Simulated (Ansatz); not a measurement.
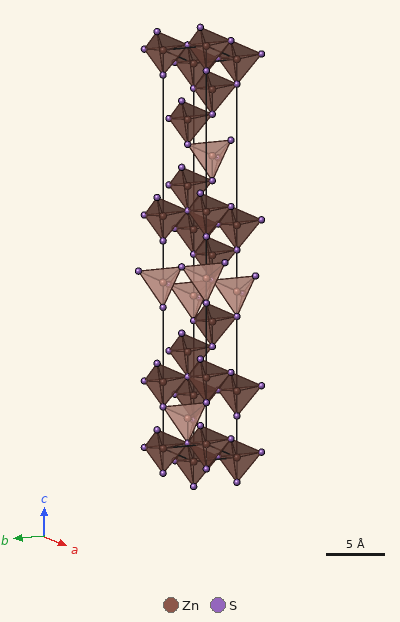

**Figure 1.** The structure (polyhedral view of the cell 3 times as large as that of the calculation, set on its symmetry axes, seen at an oblique angle; polyhedra are completed across the faces of the cell). An atom can appear more than once, as a periodic image.

Single-point calculation of ZnS

The run: single-point calculation of ZnS (R3m, 8 atoms in the cell). Method and program: DFT PBE, scalar-relativistic, plane waves, PAW, no spin polarisation (Ansatz 0.2.0).

The structure derives from a Materials Project entry. It belongs to a series of runs on one base structure; here: band edges sought over the zone.

## Output
```
basis.fft_grid_basis auto: the FFT boxes are laid along the combinations [[1, 0, -1], [0, 1, -1], [0, 0, 1]] of the cell's own vectors, 3.847, 3.847 and 12.788 Å long. The dense box has 27×27×90 points. Along the cell's own vectors, as sized, it would have 90×90×90, 11.11 times as many. Of the 6 symmetry operations that the crystal satisfies within crystal.symmetry.tolerance (time reversal apart; of a slab, those that keep its plane) the dense box along the cell's own vectors carries 6, and the one as laid loses 4 of those. basis.fft_grid_basis: typed keeps the cell's own vectors: state it where this run's energies or levels are differenced outside the engine with another run's, or held beside a run that keeps those vectors.
Engine: ansatz 0.2.0, x86_64-unknown-linux-gnu
Pseudopotentials: kind: paw
Pseudopotential: Zn, paw, valence charge 12, recommended cutoff 420 eV (normal), Zn.paw.azcp
Pseudopotential: S, paw, valence charge 6, recommended cutoff 420 eV (normal), S.paw.azcp
Functional definition: PBE
  parameter kappa = 0.804
  parameter beta = 0.06672455060314922
  exchange = pbe_x(kappa = kappa, mu = beta*pi^2/3)
  correlation = pbe_c(beta = beta)
Crystal: 8 atoms, lattice volume = 161.429 Å³
Basis set: ecut = 420 eV, 3115 PW (Γ), FFT grids on a1−a3, a2−a3, a3, exchange–correlation on 54×54×180 points (8 copies of the dense FFT grid, shifted against one another)
Bands: 44, of which v1, the nominal top of the filled ones, is band 36 counted from 1 (35 counted from 0)
Symmetry: 6 space group operations
Space group: R3m (ITA 160), of the structure as read, at distance tolerance 5.4e-5 Å
k-points: 189 of 1728 (time reversal used)
Non-local potential: Zn, projectors of the file, l = 0: 2, l = 1: 2, l = 2: 3, l = 3: 1
Non-local potential: S, projectors of the file, l = 0: 2, l = 1: 2, l = 2: 2
PAW form: soft (Blöchl's): semilocal exchange-correlation on the pseudo side does not see the compensation charge
PAW one-centre angular grid: Zn, 590 points (default); XC on 64 Gauss nodes
PAW one-centre angular grid: S, 110 points (default); XC on 64 Gauss nodes
Initial density: superposition of atomic densities (neutral atoms: chi_scale 0, normalization atom), corrected by the library's trained network
Initial wavefunctions: pseudopotential atomic-orbital guess
Functional: x = pbe(κ = 0.804, μ = 0.2195149727645171), c = pbe(β = 0.06672455060314922)
SCF iter   1: F=—  HF=-16890.925364 eV  |F-HF|=—  |Δ(HF+E_count)|=         —  Δρ=6.51e-4  dr2=1.78e-3  ethr=1.77e-3  ⟨swp⟩=9.3  Hψ=37290  notcnv=0  defer=3
preconditioner: auto → Resta (q_TF=auto, 2.385 Å⁻¹)  ε∞=6.5  [insulator: Δε(μ)=2.038 eV  Ē_g=10.531 eV  σ=0.010 eV  W_gap=1.00  n_scr=44 (ndim 8)  ℏωp=24.8 eV  f_vac=0.037  D(μ)=0.00/eV (n_scr^D=0)  ε∞_Penn≈6.5]
SCF iter   2: F=—  HF=-16890.926620 eV  |F-HF|=—  |Δ(HF+E_count)|=   1.26e-3  Δρ=4.78e-4  dr2=5.76e-4  ethr=2.47e-6  ⟨swp⟩=2.2  Hψ=17424  notcnv=0  defer=546
SCF iter   3: F=—  HF=-16890.926770 eV  |F-HF|=—  |Δ(HF+E_count)|=   1.50e-4  Δρ=3.92e-4  dr2=1.46e-4  ethr=8.01e-7  ⟨swp⟩=2.0  Hψ=14753  notcnv=0  defer=546
SCF iter   4: F=—  HF=-16890.926680 eV  |F-HF|=—  |Δ(HF+E_count)|=   8.99e-5  Δρ=8.51e-5  dr2=1.38e-5  ethr=2.03e-7  ⟨swp⟩=2.0  Hψ=13818  notcnv=0  defer=546
SCF iter   5: F=—  HF=-16890.926687 eV  |F-HF|=—  |Δ(HF+E_count)|=   7.12e-6  Δρ=3.33e-5  dr2=4.39e-6  ethr=1.91e-8  ⟨swp⟩=2.0  Hψ=9987  notcnv=0  defer=546
SCF iter   6: F=—  HF=-16890.926688 eV  |F-HF|=—  |Δ(HF+E_count)|=   1.21e-6  Δρ=1.06e-5  dr2=2.78e-7  ethr=6.10e-9  ⟨swp⟩=2.7  Hψ=13714  notcnv=0  defer=546
SCF iter   7: F=-16890.926689 eV  HF=-16890.926689 eV  |F-HF|=3.90e-8  |Δ(HF+E_count)|=   2.27e-7  Δρ=6.00e-6  dr2=3.70e-8  ethr=1.39e-10  ⟨swp⟩=8.9  Hψ=36158  notcnv=0
SCF 1 converged in 7 iterations: F = -16890.926689 eV  dr2 = 3.70e-8
  greatest PAW one-centre occupation: 0.984 electrons in one spin orbital (limit 2), on the Zn atom at site 2 (counted from 0), in its partial waves of l = 2
NSCF: frozen V_eff on 32 k-points
NSCF: frozen V_eff on 32 k-points
NSCF: frozen V_eff on 32 k-points
NSCF: frozen V_eff on 2 k-points
NSCF: frozen V_eff on 3 k-points
NSCF: frozen V_eff on 3 k-points
NSCF: frozen V_eff on 3 k-points
NSCF: frozen V_eff on 3 k-points
NSCF: frozen V_eff on 3 k-points
NSCF: frozen V_eff on 3 k-points
SCF converged after 7 iterations
Free energy (F): -16890.926689 eV
Harris-Foulkes:  -16890.926689 eV  (|F-HF|=3.90e-8)
Internal energy: -16890.926689 eV  (E = F + TS)
E sigma→0 (E₀):  -16890.926689 eV
Fermi energy:    6.527048 eV
--- Per-component energies (eV) ---
  E_band       = 4.887821
  E_kinetic    = 951.190283
  E_local      = -8228.758368  (includes V_loc(G=0)·N_el)
  E_nonlocal   = 2571.766313
  E_hartree    = 3439.297437
  E_xc         = -936.406230
  E_vxc        = -556.611488  (∫ρ·V_xc dr)
  E_paw        = -9715.163797  (= ΣΔE_a)
  E_vpaw       = -1611.292312  (= ΣTr[D̂ρ^β])
  E_aug_tail   = -0.001416  (compensation charges beyond the density's cutoff)
  E_ewald      = -4972.850911
  E_smearing   = -0.000000  (= −TS)
  E_closure    = -0.000000  (closes the sum)
  Σ components = -16890.926689   (vs F -16890.926689, Δ=0.00e0)
--- Forces (eV/Å), atoms counted from 1 ---
  atom   1  Zn     0.00000000    -0.00000000     0.00045840
  atom   2  Zn     0.00000000    -0.00000000     0.00122771
  atom   3  Zn     0.00000000     0.00000000     0.00184252
  atom   4  Zn     0.00000000    -0.00000000     0.00110892
  atom   5  S      0.00000000     0.00000000    -0.00139223
  atom   6  S      0.00000000    -0.00000000    -0.00138389
  atom   7  S      0.00000000     0.00000000    -0.00099417
  atom   8  S      0.00000000     0.00000000    -0.00087220
  max |Σ_I F_I| component: 4.93e-6 eV/Å
--- Stress (GPa, compression-positive) ---
       -0.018678       0.000000      -0.000000
        0.000000      -0.018678      -0.000000
       -0.000000      -0.000000      -0.019816
  P = ⅓ Tr σ = -0.0191 GPa (-0.191 kbar)
--- Band table (eV; the first three rows and the last of 189) ---
  k-point 0: bands = ["-7.4950", "-7.0886", "-7.0883", "-6.6059", "-0.7487", "-0.7436", "-0.7436", "-0.7031", "-0.7013", "-0.6930", "-0.6930", "-0.6897", "-0.6897", "-0.6461", "-0.6461", "-0.2952", "-0.2952", "-0.2770", "-0.2770", "-0.2718", "-0.2718", "-0.2385", "-0.2385", "-0.0843", "0.3472", "2.7120", "2.7122", "4.6598", "4.6598", "5.0561", "5.0561", "5.0562", "5.0562", "5.4667", "5.5053", "5.5053", "7.5488", "8.6445", "8.9438", "8.9612", "11.8336", "11.8336", "11.9717", "12.3011"]
  k-point 1: bands = ["-7.4494", "-7.0700", "-7.0320", "-6.5811", "-0.7483", "-0.7396", "-0.7343", "-0.7136", "-0.7114", "-0.6852", "-0.6769", "-0.6751", "-0.6683", "-0.6418", "-0.6332", "-0.3006", "-0.2955", "-0.2873", "-0.2842", "-0.2685", "-0.2640", "-0.2563", "-0.2373", "-0.0700", "0.4195", "2.6124", "2.7817", "4.2983", "4.5614", "4.6974", "4.8184", "4.8677", "5.0464", "5.0763", "5.4042", "5.4354", "7.9823", "8.9944", "9.2637", "9.2865", "11.5879", "11.7187", "11.8598", "11.9710"]
  k-point 2: bands = ["-7.3188", "-6.9826", "-6.9086", "-6.5143", "-0.7570", "-0.7254", "-0.7154", "-0.7095", "-0.7047", "-0.6616", "-0.6609", "-0.6380", "-0.6305", "-0.6208", "-0.5973", "-0.3168", "-0.3083", "-0.2954", "-0.2884", "-0.2750", "-0.2578", "-0.2544", "-0.2343", "-0.0490", "0.6119", "2.4581", "2.6907", "3.5301", "4.0526", "4.2282", "4.2974", "4.3149", "4.5529", "4.9563", "5.2173", "5.2434", "8.7114", "9.5888", "9.7723", "9.8645", "11.0212", "11.2802", "11.6116", "12.1062"]
  k-point 188: bands = ["-7.3870", "-7.3772", "-6.7629", "-6.7515", "-0.7560", "-0.7389", "-0.7389", "-0.7387", "-0.7142", "-0.7142", "-0.6647", "-0.6647", "-0.6544", "-0.6544", "-0.4917", "-0.4847", "-0.2974", "-0.2974", "-0.2814", "-0.2814", "-0.2622", "-0.2622", "-0.2418", "-0.2418", "1.2290", "1.2400", "4.3625", "4.3881", "4.7690", "4.7690", "4.7746", "4.7746", "5.3605", "5.3605", "5.3727", "5.3727", "8.3537", "8.4635", "8.6985", "8.8518", "11.7161", "11.8170", "11.9364", "11.9364"]
```

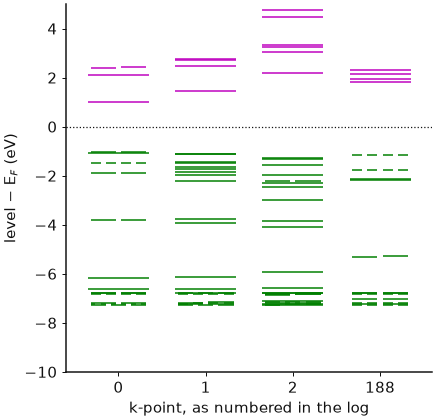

**Figure 2.** Kohn–Sham levels near the Fermi level (dotted) at the few k-points that the log prints; levels within 0.02 eV of each other stand side by side. Among these points the highest filled and lowest empty levels are 2.04 eV apart, which is the gap on the mesh.

This output came from the following input.

## The input
```yaml
crystal:
  lattice:
    - [1.9236571795, 1.1106239904, 12.5932143284]
    - [-1.9236571795, 1.1106239904, 12.5932143284]
    - [0.0, -2.2212479808, 12.5932143284]
  atoms:
    - { symbol: Zn, position: [0.5833633732, 0.5833633732, 0.5833633732] }
    - { symbol: Zn, position: [0.999900228, 0.999900228, 0.999900228] }
    - { symbol: Zn, position: [0.4165618812, 0.4165618812, 0.4165618812] }
    - { symbol: Zn, position: [0.1666935614, 0.1666935614, 0.1666935614] }
    - { symbol: S, position: [0.3540665215, 0.3540665215, 0.3540665215] }
    - { symbol: S, position: [0.1041828202, 0.1041828202, 0.1041828202] }
    - { symbol: S, position: [0.5209575888, 0.5209575888, 0.5209575888] }
    - { symbol: S, position: [0.9375070257, 0.9375070257, 0.9375070257] }
basis:
  ecutwfc: 420
  xc_grid: 2
kpoints:
  mp_grid: { grid: [12, 12, 12] }
  band_path: { path: [VBM, CBM], npoints: 2 }
hamiltonian:
  xc: pbe
scf:
  occupations: { method: gaussian, width: 0.01 }
output:
  forces: true
  stress: true
  eigenvalues: true
```

Launch command:
```bash
ansatz run input.yaml --threads 4 --pin off --max-ram 10240MiB --backend cpu --events-out ev --progress --plain --runs-dir out
```

## Key numbers

| quantity | value |
| --- | --- |
| outcome | converged |
| space group (tolerance 0.01 Å) | R3m (160) |
| electrons treated | 72 |
| free energy | −16890.9267 eV |
| Fermi energy | 6.527 eV |
| gap on the k-point mesh | 2.04 eV |
| gap on the band path | 2.04 eV |
| pressure | −0.02 GPa |
| largest force (length of the vector) | 0.002 eV/Å |
| hardware | 4 threads of Intel Xeon (Granite Rapids), 16 GiB of memory available, shared host |
| wall time | 21 s (CPU time 81 s) |
| peak memory | 1.2 GiB |
